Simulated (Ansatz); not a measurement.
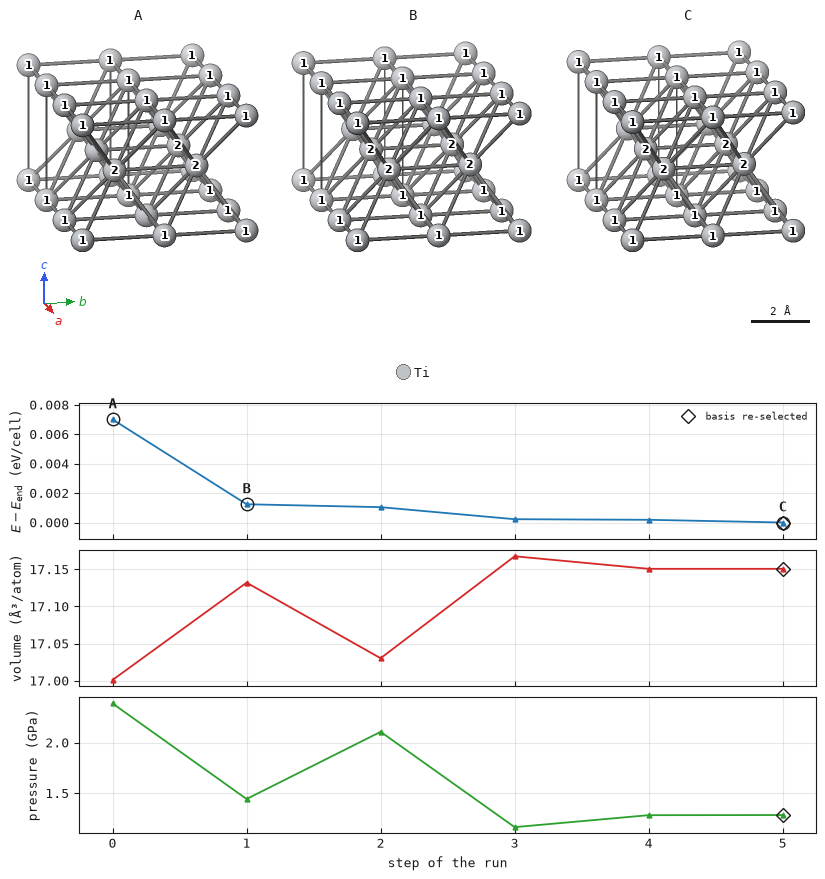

Frames of a relaxation of a crystal of Ti (set up in Immm), marked on the history of the run. Style: ball-and-stick. Shown: the cell of the calculation, repeated 3 × 2 × 1 with one cell outlined, slightly off an axis.

Case: uniaxial strain along a of -4.0 %; b, c and atoms relaxed.

The calculation used DFT r2SCAN, scalar-relativistic, plane waves, PAW in Ansatz 0.2.0.

The input:
```yaml
crystal:
  lattice:
    - [1.97294555, 1.97294555, 0.0]
    - [-2.0757031307, 2.0757031307, 0.0]
    - [0.0, 0.0, 4.1514062614]
  atoms:
    - { symbol: Ti, position: [0.0, 0.0, 0.0] }
    - { symbol: Ti, position: [0.5, 0.5, 0.5] }
basis:
  ecutwfc: 500
kpoints:
  mp_grid: { grid: [18, 18, 12] }
hamiltonian:
  xc: r2scan
scf:
  occupations: { method: gaussian, width: 0.1 }
output:
  forces: true
  stress: true
  eigenvalues: true
relax:
  adjacent_minimum: "off"
  f_tol: 0.008
  max_steps: 40
  cell: { stress_tol: 0.015, fix: [a, angles] }
```

Launched with:
```bash
ansatz run input.yaml --threads 1 --pin off --max-ram 2560MiB --backend cpu --events-out ev --progress --plain --runs-dir out
```

Describe the path.

No atom moves by more than 0.005 Å relative to the cell. The drawn cell changes as follows: a unchanged at 2.790 Å, b 2.935 → 2.879 Å (−1.9 %), c 4.151 → 4.270 Å (+2.9 %); the volume changes by +0.9 %. Near-neighbour distances that change, for instance: Ti1–Ti1 2.935 → 2.879 Å, Ti1–Ti2 2.900 → 2.929 Å. The space group stays Immm (No. 71). After 4 accepted moves (5 points after the start) the energy has fallen by 7.0 meV per cell of the calculation. All forces vanish by symmetry, so only the cell relaxes. Pressure: 2.39 GPa at the start and 1.29 GPa at the end. At 1 point the geometry stayed and the basis and grid were re-selected for the new cell (energy shift of 0.2 meV per cell of the calculation at most each time). From step 0 to 1: volume +0.8 %, energy −5.8 meV per cell of the calculation. From step 1 to 5: volume +0.1 %, energy −1.2 meV per cell of the calculation.

```json
{"step": "0", "E − E(0), meV/atom": "0.00", "pressure, GPa": "2.39", "volume, Å³/atom": "17.001", "note": ""}
{"step": "1", "E − E(0), meV/atom": "-2.88", "pressure, GPa": "1.44", "volume, Å³/atom": "17.132", "note": ""}
{"step": "2", "E − E(0), meV/atom": "-2.98", "pressure, GPa": "2.11", "volume, Å³/atom": "17.030", "note": ""}
{"step": "3", "E − E(0), meV/atom": "-3.39", "pressure, GPa": "1.17", "volume, Å³/atom": "17.168", "note": ""}
{"step": "4", "E − E(0), meV/atom": "-3.41", "pressure, GPa": "1.28", "volume, Å³/atom": "17.151", "note": ""}
{"step": "5", "E − E(0), meV/atom": "-3.51", "pressure, GPa": "1.29", "volume, Å³/atom": "17.151", "note": "same geometry, new basis"}
```
